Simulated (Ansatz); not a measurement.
**Geometry relaxation, with input and output: SnO (part 1 of 2)**

SnO (Pmma, 4 atoms in the cell), computed with DFT PBE, scalar-relativistic, plane waves, PAW, no spin polarisation (Ansatz 0.2.0).

The structure was built on a prototype by a generator; it need not be a known phase. It belongs to a series of runs on one base structure; here: AuCd (B19) type (Pmma, No. 51). Figures and captions count atoms from 1; the log counts them from 0 in places.

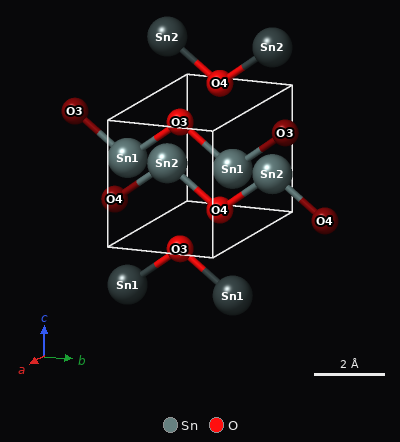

Fig. 1: The input geometry (ball-and-stick view of the cell of the calculation, seen slightly off an axis; neighbours outside the cell are drawn fainter; atoms are numbered from 1 in the order of the input). Near neighbours in the crystal (not all of them lie inside the picture): Sn has 2 O at 2.06 Å; O has 2 Sn at 2.06 Å.

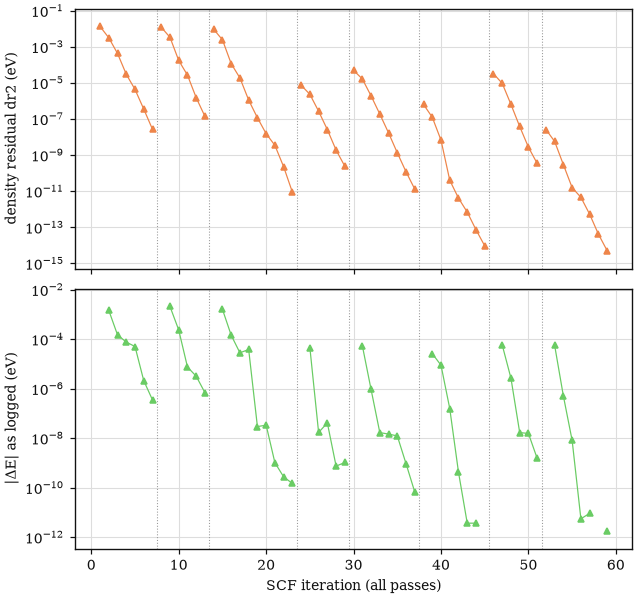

Fig. 2: Convergence of the self-consistent field: density residual dr2 and size of the energy change against the SCF iteration. The dotted lines part the SCF passes of the relaxation: geometry steps, rejected trials and re-solves on a re-selected basis. The 8 passes take 6 to 10 iterations each, 59 in all.

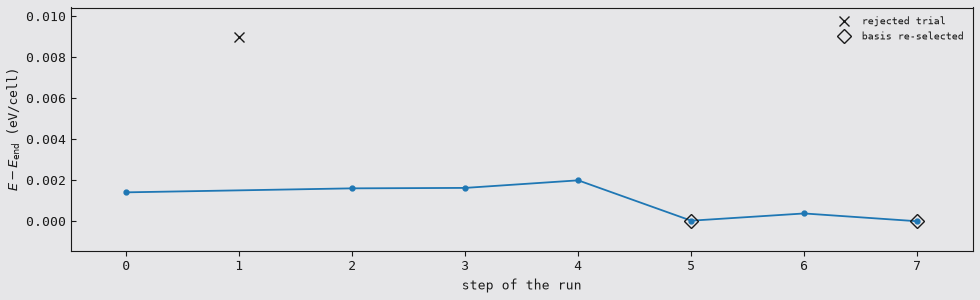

Fig. 3: Progress of the relaxation, step by step (the first geometry is step 0 here and step 1 in the log).

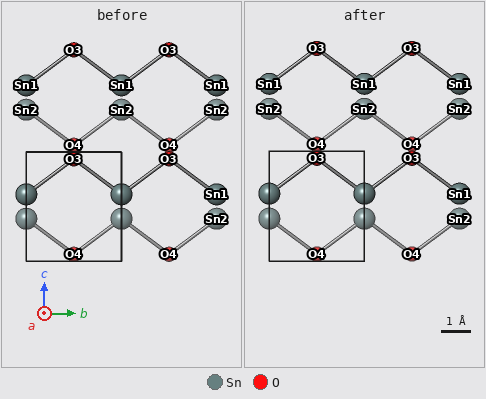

Fig. 4: Before (left) and after (right) the relaxation, at one scale (ball-and-stick view of the cell of the calculation, repeated 1 × 2 × 2, along the a axis). The largest moves relative to the cell, 0.008 Å, are those of Sn1, Sn2, O3 and O4. Largest moves by element: O 0.008 Å, Sn 0.008 Å. The volume changes by +1.2 %, with a 5.905 → 5.936 Å (+0.5 %), b 3.306 → 3.303 Å (−0.1 %), c 3.786 → 3.815 Å (+0.8 %). Among the contacts that change: Sn1–O3 2.063 → 2.058 Å. The space group stays Pmma (No. 51). The energy falls by 1.0 meV per cell of the calculation in 5 geometry steps. Largest force component: 0.063 eV/Å at the start, 0.0011 eV/Å at the end. The pressure goes from 0.02 to 0.01 GPa. The line search rejected the trial step at point 1 (counted from 0) and went back. The basis was re-selected once at an unchanged geometry, which shifts the energy a little without any move. The energy change given includes the shifts at the re-selections in mid-walk, which come without any move. A last SCF at the same geometry on a re-selected plane-wave basis shifts the energy by −0.4 meV per cell of the calculation. (Atoms are counted from 1 in the order of the input.)

The input and output of the run follow.

## Input
```yaml
crystal:
  lattice:
    - [5.9049710564, 0.0, 0.0]
    - [0.0, 3.3060265861, 0.0]
    - [0.0, 0.0, 3.7859084703]
  atoms:
    - { symbol: Sn, position: [0.75, 0.0, 0.6118218523] }
    - { symbol: Sn, position: [0.25, 0.0, 0.3881781477] }
    - { symbol: O, position: [0.75, 0.5, 0.9379111623] }
    - { symbol: O, position: [0.25, 0.5, 0.0620888377] }
basis:
  ecutwfc: 420
kpoints:
  mp_grid: { grid: [8, 14, 12] }
hamiltonian:
  xc: pbe
scf:
  occupations: { method: gaussian, width: 0.1 }
output:
  forces: true
  stress: true
  eigenvalues: true
relax:
  adjacent_minimum: "off"
  f_tol: 0.01
  max_steps: 80
  cell: { stress_tol: 0.05 }
```

Run as:
```bash
ansatz run input.yaml --threads 1 --pin off --max-ram 2560MiB --backend cpu --events-out ev --progress --plain --runs-dir out
```

## The program's output
```
Engine: ansatz 0.2.0, x86_64-unknown-linux-gnu
Pseudopotentials: kind: paw
Pseudopotential: Sn, paw, valence charge 14, recommended cutoff 420 eV (normal), Sn.paw.azcp
Pseudopotential: O, paw, valence charge 6, recommended cutoff 420 eV (normal), O.paw.azcp
Functional definition: PBE
  parameter kappa = 0.804
  parameter beta = 0.06672455060314922
  exchange = pbe_x(kappa = kappa, mu = beta*pi^2/3)
  correlation = pbe_c(beta = beta)
Crystal: 4 atoms, lattice volume = 73.908 Å³
Basis set: ecut = 420 eV, 1441 PW (Γ), exchange–correlation on 80×48×54 points (8 copies of the dense FFT grid, shifted against one another)
Bands: 24, of which v1, the nominal top of the filled ones, is band 20 counted from 1 (19 counted from 0)
Symmetry: 8 space group operations
Space group: Pmma (ITA 51), of the structure as read, at distance tolerance 4.2e-5 Å
k-points: 280 of 1344
Non-local potential: Sn, projectors of the file, l = 0: 2, l = 1: 2, l = 2: 2, l = 3: 2
Non-local potential: O, projectors of the file, l = 0: 2, l = 1: 2, l = 2: 1
PAW form: soft (Blöchl's): semilocal exchange-correlation on the pseudo side does not see the compensation charge
PAW one-centre angular grid: Sn, 590 points (default); XC on 64 Gauss nodes
PAW one-centre angular grid: O, 110 points (default); XC on 64 Gauss nodes
Initial density: superposition of atomic densities (neutral atoms: chi_scale 0, normalization atom), corrected by the library's trained network
Initial wavefunctions: pseudopotential atomic-orbital guess
Functional: x = pbe(κ = 0.804, μ = 0.2195149727645171), c = pbe(β = 0.06672455060314922)
SCF iter   1: F=—  HF=-13181.773080 eV  |F-HF|=—  |Δ(HF+E_count)|=         —  Δρ=3.56e-3  dr2=1.31e-2  ethr=1.77e-3  ⟨swp⟩=6.1  Hψ=32203  notcnv=0
preconditioner: auto → Kerker (q_TF=auto, 2.463 Å⁻¹)  [metal: Δε(μ)=0.038 eV  Ē_g=17.585 eV  σ=0.100 eV  W_gap=0.21  n_scr=16 (ndim 8)  ℏωp=27.3 eV  f_vac=0.000  D(μ)=0.52/eV (n_scr^D=2)]
SCF iter   2: F=—  HF=-13181.771636 eV  |F-HF|=—  |Δ(HF+E_count)|=   1.44e-3  Δρ=1.63e-3  dr2=3.09e-3  ethr=3.28e-5  ⟨swp⟩=1.7  Hψ=10734  notcnv=0
SCF iter   3: F=—  HF=-13181.771488 eV  |F-HF|=—  |Δ(HF+E_count)|=   1.47e-4  Δρ=5.20e-4  dr2=4.18e-4  ethr=7.73e-6  ⟨swp⟩=2.3  Hψ=8524  notcnv=0
SCF iter   4: F=—  HF=-13181.771413 eV  |F-HF|=—  |Δ(HF+E_count)|=   7.56e-5  Δρ=1.55e-4  dr2=2.95e-5  ethr=1.05e-6  ⟨swp⟩=2.3  Hψ=10230  notcnv=0
SCF iter   5: F=—  HF=-13181.771363 eV  |F-HF|=—  |Δ(HF+E_count)|=   4.98e-5  Δρ=6.62e-5  dr2=4.26e-6  ethr=7.37e-8  ⟨swp⟩=2.5  Hψ=12346  notcnv=0
SCF iter   6: F=—  HF=-13181.771365 eV  |F-HF|=—  |Δ(HF+E_count)|=   2.08e-6  Δρ=1.91e-5  dr2=3.47e-7  ethr=1.06e-8  ⟨swp⟩=2.7  Hψ=11959  notcnv=0
SCF iter   7: F=-13181.771366 eV  HF=-13181.771365 eV  |F-HF|=2.02e-8  |Δ(HF+E_count)|=   3.47e-7  Δρ=5.12e-6  dr2=2.64e-8  ethr=2.50e-10  ⟨swp⟩=6.1  Hψ=29363  notcnv=0
SCF 1 converged in 7 iterations: F = -13181.771366 eV  dr2 = 2.64e-8
  greatest PAW one-centre occupation: 0.992 electrons in one spin orbital (limit 2), on the Sn atom at site 1 (counted from 0), in its partial waves of l = 2
relax step   1: F+E_penalty+E_count = -13181.77136552 eV  Δ(F+E_penalty+E_count) = +0.000e0 eV  max|allowed force component| = 6.292e-2 eV/Å  Δτ_max = 0.0000 Å  P = +0.021 GPa  Ω = 73.908 Å³  (7 SCF iters, dr2 threshold 1.00e-7 eV, accepted)
Crystal: 4 atoms, lattice volume = 74.797 Å³
Basis set: ecut = 420 eV, 1449 PW (Γ), exchange–correlation on 80×48×54 points (8 copies of the dense FFT grid, shifted against one another)
Initial density: handed on by an earlier stage of this run
Initial wavefunctions: those handed on with the density
iter 1 solved again at ethr=2.87e-5 eV; its pass at ethr=3.10e-3 eV (dr2=1.15e-2 eV) is discarded
SCF iter   1: F=—  HF=-13181.766088 eV  |F-HF|=—  |Δ(HF+E_count)|=         —  Δρ=6.19e-3  dr2=1.19e-2  ethr=2.87e-5  ⟨swp⟩=1.7  Hψ=39427  notcnv=0
preconditioner: auto → Kerker (q_TF=auto, 2.458 Å⁻¹)  [metal: Δε(μ)=0.044 eV  Ē_g=17.548 eV  σ=0.100 eV  W_gap=0.24  n_scr=16 (ndim 8)  ℏωp=27.2 eV  f_vac=0.000  D(μ)=0.52/eV (n_scr^D=2)]
SCF iter   2: F=—  HF=-13181.764019 eV  |F-HF|=—  |Δ(HF+E_count)|=   2.07e-3  Δρ=3.21e-3  dr2=3.28e-3  ethr=2.87e-5  ⟨swp⟩=2.0  Hψ=10799  notcnv=0
SCF iter   3: F=—  HF=-13181.763787 eV  |F-HF|=—  |Δ(HF+E_count)|=   2.32e-4  Δρ=4.60e-4  dr2=1.71e-4  ethr=8.21e-6  ⟨swp⟩=2.5  Hψ=11685  notcnv=0
SCF iter   4: F=—  HF=-13181.763780 eV  |F-HF|=—  |Δ(HF+E_count)|=   7.40e-6  Δρ=1.50e-4  dr2=2.64e-5  ethr=4.29e-7  ⟨swp⟩=2.3  Hψ=11733  notcnv=0
SCF iter   5: F=—  HF=-13181.763783 eV  |F-HF|=—  |Δ(HF+E_count)|=   3.15e-6  Δρ=3.99e-5  dr2=1.48e-6  ethr=6.61e-8  ⟨swp⟩=3.0  Hψ=12663  notcnv=0
SCF iter   6: F=-13181.763784 eV  HF=-13181.763784 eV  |F-HF|=2.81e-9  |Δ(HF+E_count)|=   6.78e-7  Δρ=1.09e-5  dr2=1.36e-7  ethr=1.00e-9  ⟨swp⟩=6.9  Hψ=30715  notcnv=0
SCF 2 converged in 6 iterations: F = -13181.763784 eV  dr2 = 1.36e-7
relax step   2: F+E_penalty+E_count = -13181.76378393 eV  Δ(F+E_penalty+E_count) = +7.582e-3 eV  max|allowed force component| = 1.029e-1 eV/Å  Δτ_max = 0.0514 Å  P = -0.317 GPa  Ω = 74.797 Å³  energy of the carried Pulay correction = -2.174e-3 eV  (6 SCF iters, dr2 threshold 4.00e-7 eV, rejected (line search))
Crystal: 4 atoms, lattice volume = 74.435 Å³
iter 1 solved again at ethr=2.20e-5 eV; its pass at ethr=3.10e-3 eV (dr2=8.80e-3 eV) is discarded
SCF iter   1: F=—  HF=-13181.772913 eV  |F-HF|=—  |Δ(HF+E_count)|=         —  Δρ=5.59e-3  dr2=9.10e-3  ethr=2.20e-5  ⟨swp⟩=2.6  Hψ=39733  notcnv=0
preconditioner: auto → Kerker (q_TF=auto, 2.460 Å⁻¹)  [metal: Δε(μ)=0.021 eV  Ē_g=17.550 eV  σ=0.100 eV  W_gap=0.12  n_scr=16 (ndim 8)  ℏωp=27.2 eV  f_vac=0.000  D(μ)=0.52/eV (n_scr^D=2)]
SCF iter   2: F=—  HF=-13181.771324 eV  |F-HF|=—  |Δ(HF+E_count)|=   1.59e-3  Δρ=2.87e-3  dr2=2.39e-3  ethr=2.20e-5  ⟨swp⟩=2.0  Hψ=10384  notcnv=0
SCF iter   3: F=—  HF=-13181.771181 eV  |F-HF|=—  |Δ(HF+E_count)|=   1.43e-4  Δρ=3.99e-4  dr2=1.14e-4  ethr=5.97e-6  ⟨swp⟩=2.5  Hψ=11841  notcnv=0
SCF iter   4: F=—  HF=-13181.771208 eV  |F-HF|=—  |Δ(HF+E_count)|=   2.78e-5  Δρ=1.27e-4  dr2=1.84e-5  ethr=2.85e-7  ⟨swp⟩=2.4  Hψ=12282  notcnv=0
SCF iter   5: F=—  HF=-13181.771170 eV  |F-HF|=—  |Δ(HF+E_count)|=   3.79e-5  Δρ=3.39e-5  dr2=1.10e-6  ethr=4.61e-8  ⟨swp⟩=3.0  Hψ=12574  notcnv=0
SCF iter   6: F=—  HF=-13181.771171 eV  |F-HF|=—  |Δ(HF+E_count)|=   2.91e-8  Δρ=9.54e-6  dr2=1.15e-7  ethr=2.76e-9  ⟨swp⟩=2.1  Hψ=9402  notcnv=0
SCF iter   7: F=—  HF=-13181.771171 eV  |F-HF|=—  |Δ(HF+E_count)|=   3.32e-8  Δρ=3.38e-6  dr2=1.51e-8  ethr=2.87e-10  ⟨swp⟩=2.2  Hψ=9793  notcnv=0
SCF iter   8: F=—  HF=-13181.771171 eV  |F-HF|=—  |Δ(HF+E_count)|=   1.01e-9  Δρ=1.57e-6  dr2=3.41e-9  ethr=3.77e-11  ⟨swp⟩=2.6  Hψ=12206  notcnv=0
SCF iter   9: F=—  HF=-13181.771171 eV  |F-HF|=—  |Δ(HF+E_count)|=  2.71e-10  Δρ=4.87e-7  dr2=2.22e-10  ethr=8.52e-12  ⟨swp⟩=3.0  Hψ=12640  notcnv=0
SCF iter  10: F=-13181.771171 eV  HF=-13181.771171 eV  |F-HF|=3.64e-12  |Δ(HF+E_count)|=  1.46e-10  Δρ=1.10e-7  dr2=8.72e-12  ethr=1.00e-12  ⟨swp⟩=5.0  Hψ=23488  notcnv=0
the search or the solves at the SCF's close seem to have found levels that the self-consistency loop had missed (the run counts 1). By its estimate they hold under 1e-12 electrons; where the run keeps them, the occupations were computed again with them
SCF 3 converged in 10 iterations: F = -13181.771171 eV  dr2 = 8.72e-12
relax step   3: F+E_penalty+E_count = -13181.77117055 eV  Δ(F+E_penalty+E_count) = +1.950e-4 eV  max|allowed force component| = 1.484e-2 eV/Å  Δτ_max = 0.0055 Å  P = -0.052 GPa  Ω = 74.435 Å³  energy of the carried Pulay correction = -1.291e-3 eV  (10 SCF iters, accepted)
Crystal: 4 atoms, lattice volume = 74.466 Å³
iter 1 solved again at ethr=1.86e-8 eV; its pass at ethr=3.10e-3 eV (dr2=7.45e-6 eV) is discarded
SCF iter   1: F=—  HF=-13181.771194 eV  |F-HF|=—  |Δ(HF+E_count)|=         —  Δρ=1.73e-4  dr2=7.29e-6  ethr=1.86e-8  ⟨swp⟩=3.1  Hψ=38136  notcnv=0
preconditioner: auto → Kerker (q_TF=auto, 2.460 Å⁻¹)  [metal: Δε(μ)=0.018 eV  Ē_g=17.562 eV  σ=0.100 eV  W_gap=0.10  n_scr=16 (ndim 8)  ℏωp=27.2 eV  f_vac=0.000  D(μ)=0.52/eV (n_scr^D=2)]
SCF iter   2: F=—  HF=-13181.771149 eV  |F-HF|=—  |Δ(HF+E_count)|=   4.52e-5  Δρ=8.79e-5  dr2=2.29e-6  ethr=1.82e-8  ⟨swp⟩=2.1  Hψ=7776  notcnv=0
SCF iter   3: F=—  HF=-13181.771149 eV  |F-HF|=—  |Δ(HF+E_count)|=   1.69e-8  Δρ=1.52e-5  dr2=2.65e-7  ethr=5.73e-9  ⟨swp⟩=2.0  Hψ=9402  notcnv=0
SCF iter   4: F=—  HF=-13181.771149 eV  |F-HF|=—  |Δ(HF+E_count)|=   4.09e-8  Δρ=4.58e-6  dr2=2.53e-8  ethr=6.61e-10  ⟨swp⟩=2.2  Hψ=9174  notcnv=0
iter 5 did not close the SCF: its close was put off for the readings that it lacked (scf_convergence_deferred on its scf_iter line)
SCF iter   5: F=-13181.771149 eV  HF=-13181.771149 eV  |F-HF|=8.24e-10  |Δ(HF+E_count)|=  7.35e-10  Δρ=1.32e-6  dr2=1.86e-9  ethr=6.32e-11  ⟨swp⟩=2.0  Hψ=8965  notcnv=0
SCF iter   6: F=-13181.771149 eV  HF=-13181.771149 eV  |F-HF|=1.26e-10  |Δ(HF+E_count)|=   1.03e-9  Δρ=4.93e-7  dr2=2.37e-10  ethr=4.66e-12  ⟨swp⟩=2.8  Hψ=25373  notcnv=0
SCF 4 converged in 6 iterations: F = -13181.771149 eV  dr2 = 2.37e-10
relax step   4: F+E_penalty+E_count = -13181.77114866 eV  Δ(F+E_penalty+E_count) = +2.188e-5 eV  max|allowed force component| = 9.053e-3 eV/Å  Δτ_max = 0.0019 Å  P = -0.025 GPa  Ω = 74.466 Å³  energy of the carried Pulay correction = -1.366e-3 eV  (6 SCF iters, dr2 threshold 1.38e-8 eV, accepted)
Crystal: 4 atoms, lattice volume = 74.645 Å³
iter 1 solved again at ethr=1.45e-7 eV; its pass at ethr=3.10e-3 eV (dr2=5.80e-5 eV) is discarded
SCF iter   1: F=—  HF=-13181.770835 eV  |F-HF|=—  |Δ(HF+E_count)|=         —  Δρ=4.36e-4  dr2=4.81e-5  ethr=1.45e-7  ⟨swp⟩=3.0  Hψ=39418  notcnv=0
preconditioner: auto → Kerker (q_TF=auto, 2.459 Å⁻¹)  [metal: Δε(μ)=0.022 eV  Ē_g=17.558 eV  σ=0.100 eV  W_gap=0.12  n_scr=16 (ndim 8)  ℏωp=27.2 eV  f_vac=0.000  D(μ)=0.51/eV (n_scr^D=2)]
SCF iter   2: F=—  HF=-13181.770781 eV  |F-HF|=—  |Δ(HF+E_count)|=   5.43e-5  Δρ=2.25e-4  dr2=1.63e-5  ethr=1.20e-7  ⟨swp⟩=1.0  Hψ=6740  notcnv=0
SCF iter   3: F=—  HF=-13181.770780 eV  |F-HF|=—  |Δ(HF+E_count)|=   9.23e-7  Δρ=3.78e-5  dr2=1.88e-6  ethr=4.07e-8  ⟨swp⟩=2.1  Hψ=9361  notcnv=0
SCF iter   4: F=—  HF=-13181.770780 eV  |F-HF|=—  |Δ(HF+E_count)|=   1.66e-8  Δρ=1.20e-5  dr2=1.84e-7  ethr=4.71e-9  ⟨swp⟩=2.0  Hψ=8575  notcnv=0
SCF iter   5: F=—  HF=-13181.770780 eV  |F-HF|=—  |Δ(HF+E_count)|=   1.45e-8  Δρ=3.89e-6  dr2=1.67e-8  ethr=4.60e-10  ⟨swp⟩=2.0  Hψ=9128  notcnv=0
SCF iter   6: F=—  HF=-13181.770780 eV  |F-HF|=—  |Δ(HF+E_count)|=   1.22e-8  Δρ=1.14e-6  dr2=1.32e-9  ethr=4.18e-11  ⟨swp⟩=2.8  Hψ=11704  notcnv=0
SCF iter   7: F=—  HF=-13181.770780 eV  |F-HF|=—  |Δ(HF+E_count)|=  9.24e-10  Δρ=3.85e-7  dr2=1.17e-10  ethr=3.29e-12  ⟨swp⟩=2.0  Hψ=12161  notcnv=0
SCF iter   8: F=-13181.770780 eV  HF=-13181.770780 eV  |F-HF|=0.00e0  |Δ(HF+E_count)|=  6.55e-11  Δρ=1.09e-7  dr2=1.28e-11  ethr=1.00e-12  ⟨swp⟩=5.0  Hψ=26234  notcnv=0
SCF 5 converged in 8 iterations: F = -13181.770780 eV  dr2 = 1.28e-11
relax step   5: F+E_penalty+E_count = -13181.77078018 eV  Δ(F+E_penalty+E_count) = +3.685e-4 eV  max|allowed force component| = 7.111e-4 eV/Å  Δτ_max = 0.0049 Å  P = -0.012 GPa  Ω = 74.645 Å³  energy of the carried Pulay correction = -1.804e-3 eV  (8 SCF iters, accepted)
Initial wavefunctions: pseudopotential atomic-orbital guess (no wavefunctions were taken with the density)
iter 1 solved again at ethr=6.35e-8 eV; its pass at ethr=3.10e-3 eV (dr2=2.54e-5 eV) is discarded
```
